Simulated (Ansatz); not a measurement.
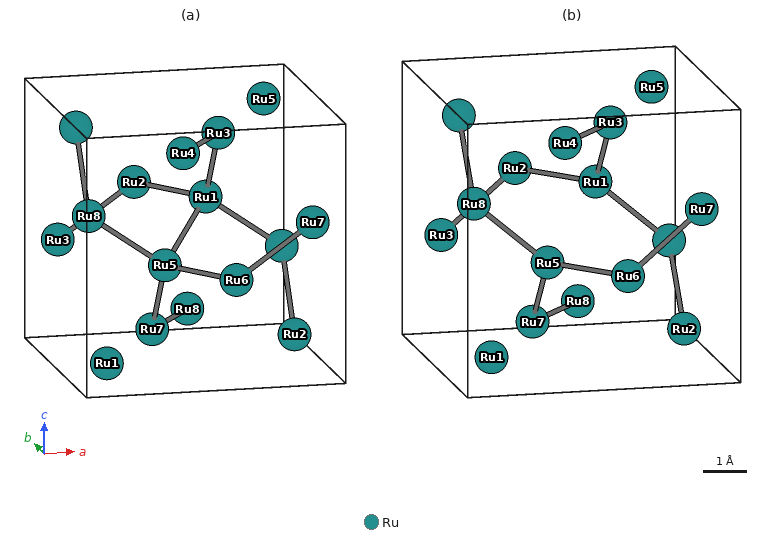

The structure of crystalline Ru (built on the Si_206 type) (coarse preliminary run) before (left) and after (right) a relaxation, at one scale.

The picture is a ball-and-stick view of the conventional cell (2 times the calculation's cell), seen slightly off an axis. Lengths and directions refer to the drawn axes.

Case: Si type (Ia-3, No. 206).

Level of theory: DFT PBE, scalar-relativistic, plane waves, PAW in Ansatz. Settings: plane-wave cutoff 420 eV; k-point mesh 4 × 4 × 4; occupations gaussian; smearing width 0.1 eV; no spin polarisation; cell and atoms relaxed; force threshold 0.04 eV/Å; at most 70 steps.

Q: What changed between the two?

A: The largest moves relative to the cell, 0.14 Å, are those of 8 atoms (Ru1, Ru2, Ru3, Ru4 and others). Ru5 goes along [−1 −1 −1]. The volume changes by +16.9 %, with a = b = c 6.211 → 6.542 Å (+5.3 %). Among the contacts that change: Ru1–Ru5 2.216 → 2.610 Å, Ru1–Ru2 2.230 → 2.320 Å. The space group stays Ia-3 (No. 206). Over 5 accepted moves (6 points after the start) the energy falls by 3.897 eV per cell of the calculation. The largest force component goes from 1.4 to 0.001 eV/Å. The pressure goes from 56.02 to 0.40 GPa. The SCF was repeated once at an unchanged geometry on a basis and grid sized afresh for the cell, which shifted the energy by 11.3 meV per cell of the calculation at most.
